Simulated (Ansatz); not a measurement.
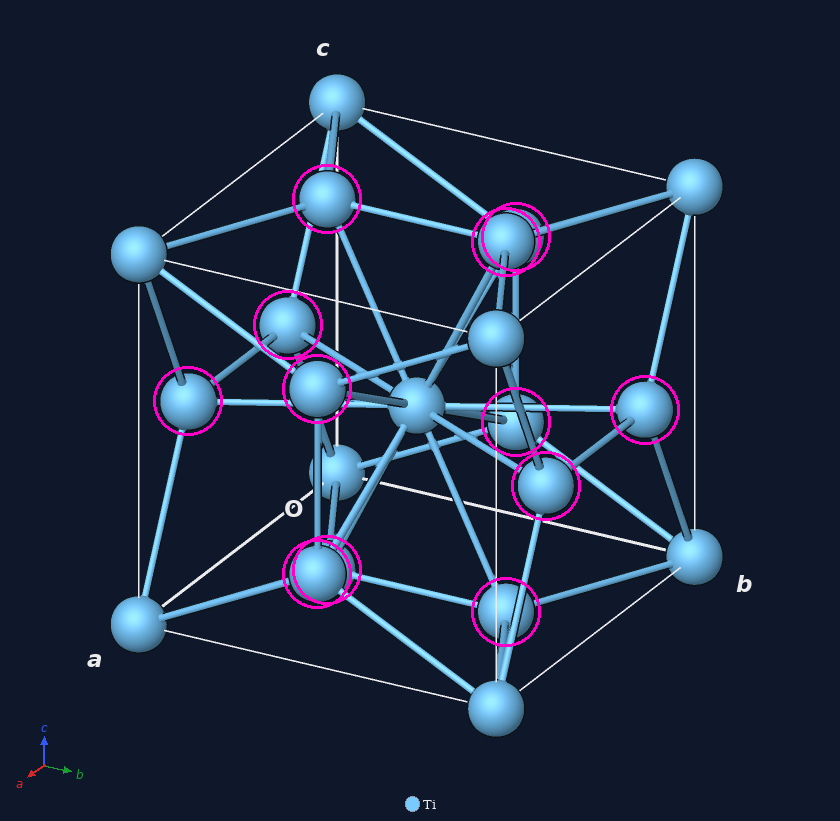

Crystal: Ti, coordinates from a relaxation with DFT, r2SCAN, plane waves (500 eV) with PAW, scalar-relativistic (Ansatz); the starting structure was generated, so it need not be a known form of this composition. One unit cell; the ringed atoms, with their copies on corners, edges and faces, form one crystallographic orbit. Symmetry computed with spglib at a tolerance of 0.002 Å; standard conventional cell.

a = 5.189 Å, b = 5.189 Å, c = 5.189 Å, α = 90.00°, β = 90.00°, γ = 90.00°; space group Pm-3n, No. 223.

Q: Which Wyckoff position do the ringed atoms fill?

A: Ti on 6c, site symmetry -4m.2: 48 operations a cell over 8 that keep the site give 6 atoms, with 0 free parameters.

Q: List their coordinates.

A: (1/4, 0, 1/2); (3/4, 0, 1/2); (1/2, 1/4, 0); (1/2, 3/4, 0); (0, 1/2, 1/4); (0, 1/2, 3/4).
